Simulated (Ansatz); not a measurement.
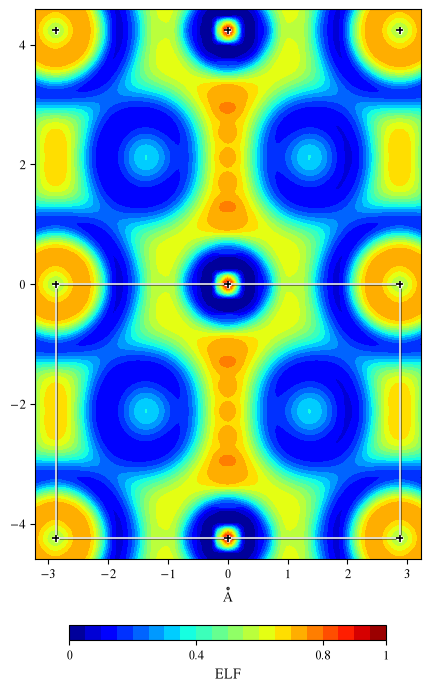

The ELF on a plane through atoms (crosses mark nuclei in the plane).

Theory: DFT PBEsol, scalar-relativistic, plane waves, PAW in Ansatz.

Candidates:
A. Ti$_{3}$Al, a = 5.74 Å, b = 5.74 Å, c = 4.24 Å, α = 90.00°, β = 90.00°, γ = 120.00°. Space group P6₃/mmc; a point of a scan over the structure, not its minimum; computed pressure about 10 GPa in this cell; computed without spin polarisation; PAW files of the earlier set (soft_1).
B. C, a = 2.51 Å, b = 2.51 Å, c = 8.26 Å, α = 90.00°, β = 90.00°, γ = 120.00°. Space group P6₃/mmc; PAW files of the earlier set (soft_1).

Which candidate gave the map?

Answer. Candidate A: Ti$_{3}$Al on the (010) plane of the conventional cell, which holds Ti and Al. Ti–Al (2.87 Å): the ELF is about 0.35 at the midpoint.
